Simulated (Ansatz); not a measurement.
Hf2N

```yaml
crystal:
  lattice:
    - [5.53298, 0.00000, 0.00000]
    - [-2.76649, 4.79170, 0.00000]
    - [0.00000, 0.00000, 5.08033]
  atoms:
    - { symbol: Hf, position: [0.66791, 0.66791, 0.74696] }
    - { symbol: Hf, position: [0.00000, 0.33209, 0.74696] }
    - { symbol: Hf, position: [0.33209, 0.00000, 0.74696] }
    - { symbol: Hf, position: [0.33209, 0.33209, 0.25304] }
    - { symbol: Hf, position: [0.00000, 0.66791, 0.25304] }
    - { symbol: Hf, position: [0.66791, 0.00000, 0.25304] }
    - { symbol: N, position: [0.66667, 0.33333, 0.50000] }
    - { symbol: N, position: [0.33333, 0.66667, 0.50000] }
    - { symbol: N, position: [0.00000, 0.00000, 0.00000] }
```

Space group P-31m; computed without spin polarisation.

The calculation used DFT PBEsol, scalar-relativistic, plane waves, PAW in Ansatz.

The density is the valence pseudo-density of a PAW calculation; it isn't the true density close to the nuclei.

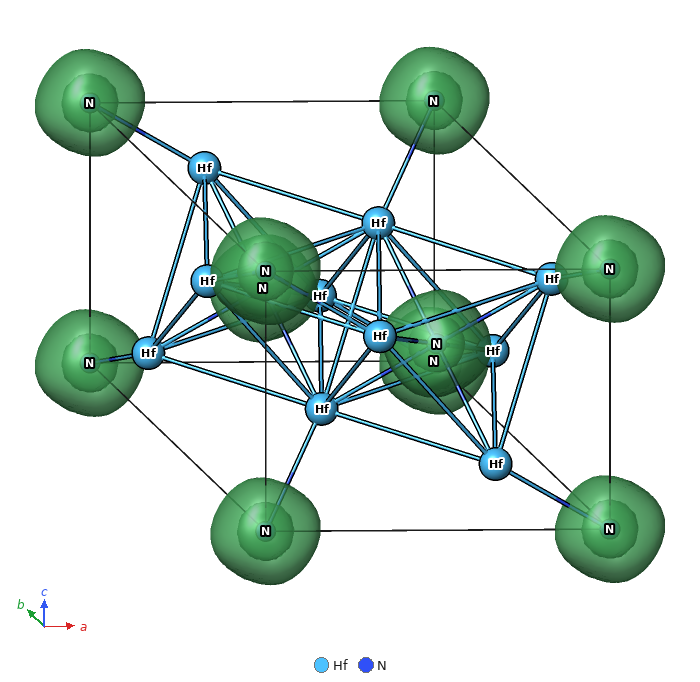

Figure 1. Isosurface of the ELF at 0.7 (green), seen at an oblique angle. Core shells and regions of very low density are left out. Sticks mark near contacts.

Question: Where are the electrons localised?

Answer: The ELF exceeds this value in three regions wrapped around N (the valence shell of each), counted in one cell of 9 atoms. Regions shared between cells count once. Along the contacts the grid gives the following. Hf–N (2.23 Å): the ELF peaks at about 0.80 in the valence shell of N, 0.6 Å from its nucleus, and drops to about 0.15 between the two atoms: no shared electron pair shows on this line. Hf–Hf (3.11 Å): the ELF is about 0.20 at the midpoint (no shared electron pair shows on this line).

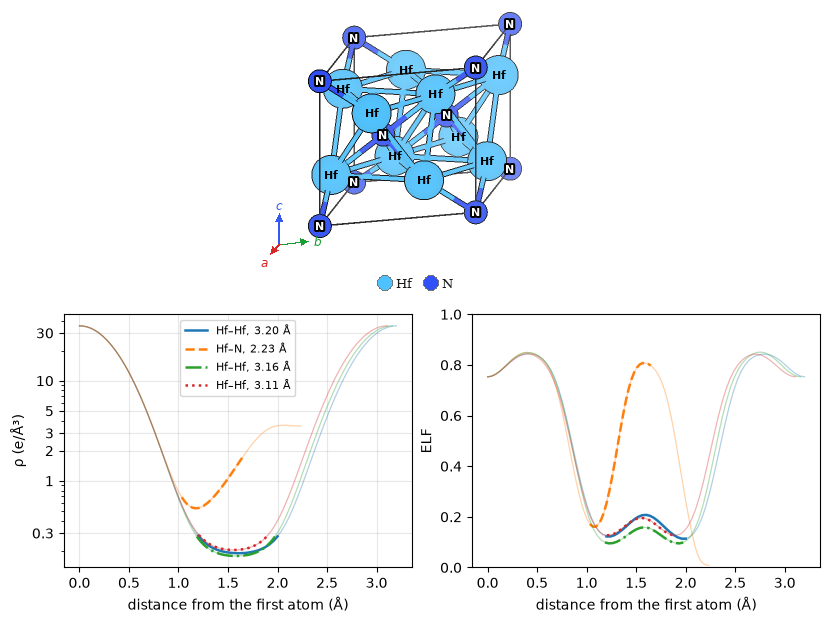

Figure 2. Valence electron density and electron localisation function along straight lines between neighbouring atoms. Thin, pale parts lie inside the atomic spheres. The structure is drawn too.

Question: What can be read from the curves?

Answer: Hf–Hf (3.20 Å): the density is about 0.19 e/Å³ at the midpoint; the ELF is about 0.20 at the midpoint; no shared electron pair shows on this line.
Hf–N (2.23 Å): ρ is about 0.55 e/Å³ halfway; the ELF peaks at about 0.80 in the valence shell of N, 0.6 Å from its nucleus, and drops to about 0.15 between the two atoms; no shared electron pair shows on this line.
Hf–Hf (3.16 Å): ρ at the midpoint is about 0.18 e/Å³; the ELF is about 0.15 at the midpoint (no shared electron pair shows on this line).
Hf–Hf (3.11 Å): the density is about 0.2 e/Å³ at the midpoint; the ELF is about 0.20 at the midpoint (no localised pair shows between them).

Question: Does the calculation give a band gap?

Answer: It is gapless in this calculation (a metal or semimetal).
